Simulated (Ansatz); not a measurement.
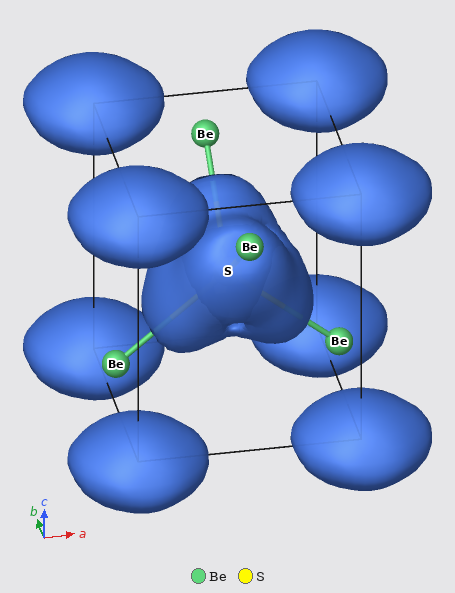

Be2S. Isosurface of the electron localisation function at 0.75 (blue), seen at an oblique angle. Core shells and regions of very low density are left out. Sticks mark near contacts.

Space group P-4m2; a generated structure, not necessarily the stable one.

All numbers below come from Ansatz, Kohn-Sham DFT of a periodic cell, HSE06 form with a typed share of exact exchange, Ansatz PAW.

Core electrons are frozen (PAW), and the valence fields are smoothed inside the atomic spheres.

```
Be S
1.0
     3.15757    0.00000    0.00000
     0.00000    3.15757    0.00000
     0.00000    0.00000    3.94037
Be S
2 1
Cartesian
  0.0000 1.5788 0.6641
  1.5788 0.0000 3.2763
  1.5788 1.5788 1.9702
```

Identify the bonds, lone pairs and shells in this picture.

Answer. The ELF exceeds this value in one region wrapped around S (its valence shell) and one pocket between the atoms, centred on no nucleus (multi-centre or interstitial), counted in one cell of 3 atoms. Regions shared between cells count once. Profiles from the grid: Be–S (2.05 Å): the ELF peaks at about 0.95 between the atoms.

Metal or insulator at this level of theory?

Answer. It is metallic or semimetallic at this level of theory: no gap opens.
